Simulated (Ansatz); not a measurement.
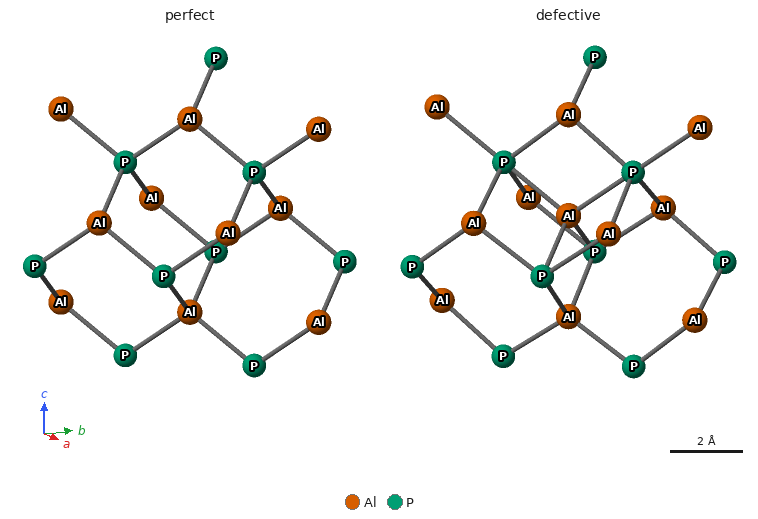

Left: perfect AlP. Right: the same region with one point defect, after relaxing the atoms in a supercell of 32 sites. The picture is a ball-and-stick view of the atoms within 5.4 Å of one point, in a slice 5.0 Å thick across the line of sight, seen slightly off an axis.

Level of theory: DFT PBE, scalar-relativistic, plane waves, PAW in Ansatz 0.2.0. Set-up: plane-wave cutoff 420 eV; k-point mesh 2 × 2 × 2; occupations gaussian; smearing width 0.01 eV; mesh shifted by (0.5, 0.5, 0.5); collinear spin. The cell is small and the k-mesh coarse, so the numbers are rough. A uniform background neutralises the charged cell. The axes drawn are those of the host's conventional cell.

Question: Which defect is it?

Answer: An extra aluminium atom is put between the host's atoms (an interstitial).

The charge state of the cell is +2.

Question: How does the lattice respond?

Answer: The Al atom starts with 4 P at 2.38 Å, 6 Al at 2.75 Å around its place and ends with 4 P at 2.39 Å. Of the host's atoms, an aluminium atom moves furthest from its site, by 0.13 Å.
